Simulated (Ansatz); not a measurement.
W (Fmmm, No. 69): the geometry relaxed with DFT r2SCAN, scalar-relativistic, plane waves, PAW in Ansatz; the starting structure was generated, so it need not be a known form of this composition.

```
W
1.0
     3.06736    0.00000    0.00000
     0.00000    4.39804    0.00000
     0.00000    0.00000    9.91944
W
8
Direct
  0.50000 0.00000 0.36725
  0.00000 0.00000 0.13275
  0.50000 0.50000 0.86725
  0.00000 0.50000 0.63275
  0.00000 0.00000 0.86725
  0.50000 0.00000 0.63275
  0.00000 0.50000 0.36725
  0.50000 0.50000 0.13275
```

Q: What will a HAADF-like image along [110] show? Simulated incoherent Z contrast: every atom adds Z^1.7 spread by a probe of 1.30 Å full width; channelling and multiple scattering are left out. The probe carries 15 % of its weight in a tail 2.5 times as wide. The display is stretched by a gamma of 0.8; percentages refer to the linear signal. Shot noise was added.

A: The columns repeat on a centred rectangular net of 2.52 × 9.92 Å (plane group c2mm). All columns are alike (W). The shortest distance between visible columns is 2.52 Å in projection. Along the beam the structure repeats every 2.68 Å.

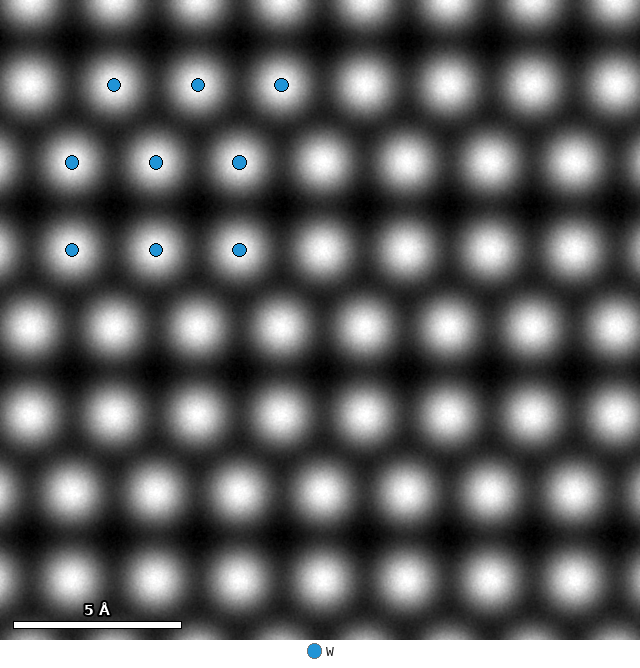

The simulated image, with the columns of the model marked in one corner.
